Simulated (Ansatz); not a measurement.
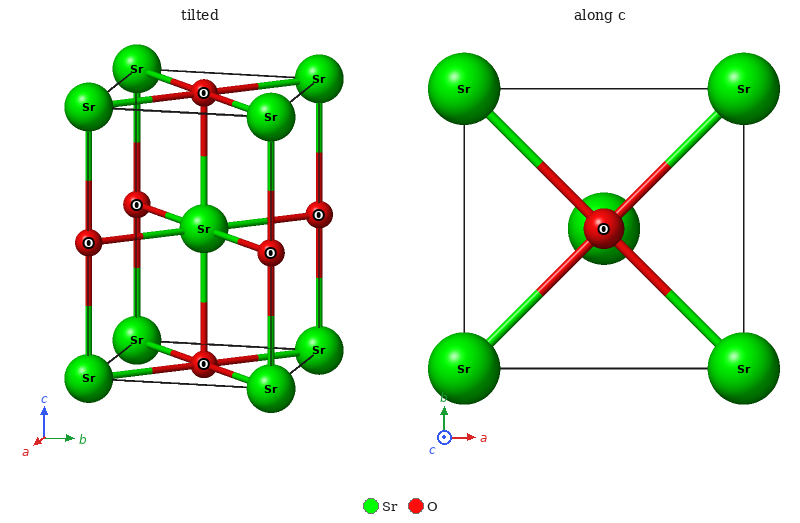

Structure drawing (ball-and-stick), viewed slightly off an axis and along the c axis. The edges of the conventional unit cell are marked.

SrO, space group I4/mmm (No. 139), a = 3.649 Å, b = 3.649 Å, c = 5.372 Å, α = 90.00°, β = 90.00°, γ = 90.00°. The cell started as a structure type filled with these elements by a generator (whether the compound takes this form wasn't checked). The cell was then strained or its atoms displaced on purpose. It went into a calculation with Ansatz.

This one geometry was computed with Ansatz (DFT, plane waves, PAW) at three levels of theory: PBE, HSE06 and r2SCAN. It was relaxed with r2SCAN and then strained.

Which level gives the highest pressure at this volume, and what does that say about its equilibrium volume?

Highest: PBE (-1.3 GPa), which points to the largest equilibrium volume. Lowest, with the smallest volume: HSE06 (-3.4 GPa) and r2SCAN (-3.2 GPa). Levels within 0.5 GPa of each other can't be told apart.

How does the band gap change with the level of theory?

PBE: a gap of 3.26 eV, indirect; r2SCAN: a gap of 3.73 eV, indirect; HSE06: a gap of 4.73 eV, indirect.

Collect the results in a table.

| level | cutoff (eV) | k-mesh of the run's cell | gap (eV) | pressure (GPa) |
| --- | --- | --- | --- | --- |
| PBE | 420 | 8×8×8 | 3.26 | -1.3 |
| HSE06 | 420 | 6×6×6 | 4.73 | -3.4 |
| r2SCAN | 500 | 8×8×8 | 3.73 | -3.2 |

Gaps are taken on the k-mesh or band path of each run.
